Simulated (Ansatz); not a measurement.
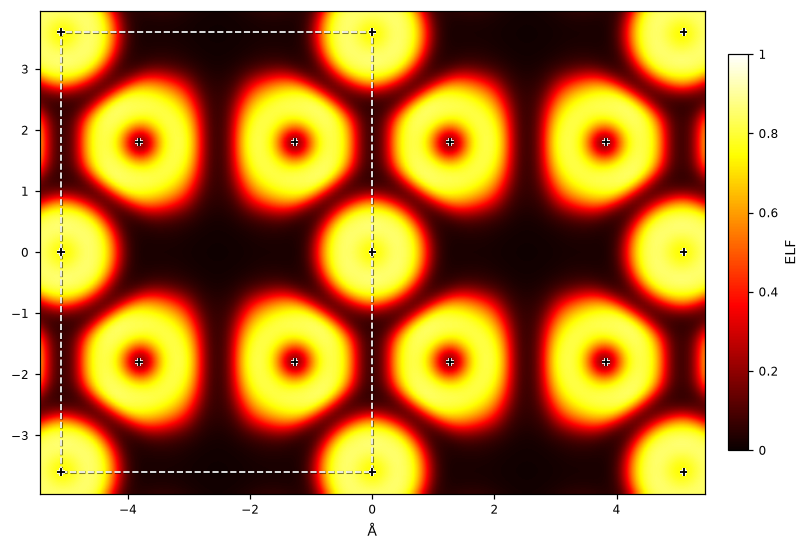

The electron localisation function on a plane through atoms (crosses mark nuclei in the plane).

The calculation used DFT PBE, scalar-relativistic, plane waves, PAW (Ansatz 0.2.0).

Candidates:
A. HfO2, a = 5.10 Å, b = 5.10 Å, c = 5.10 Å, α = 90.00°, β = 90.00°, γ = 90.00°. Space group Fm-3m.
B. Si, a = 5.47 Å, b = 5.47 Å, c = 5.47 Å, α = 90.00°, β = 90.00°, γ = 90.00°. Space group Fd-3m; a structure from a database of computed crystals, not necessarily the ambient phase.

Question: Which system is this?

Answer: Candidate A: HfO2 on the (110) plane of the conventional cell, which holds Hf and O. Hf–O (2.21 Å): the ELF peaks at about 0.85 in the valence shell of O, 0.6 Å from its nucleus, and drops to about 0.15 between the two atoms (no localised pair shows between them).
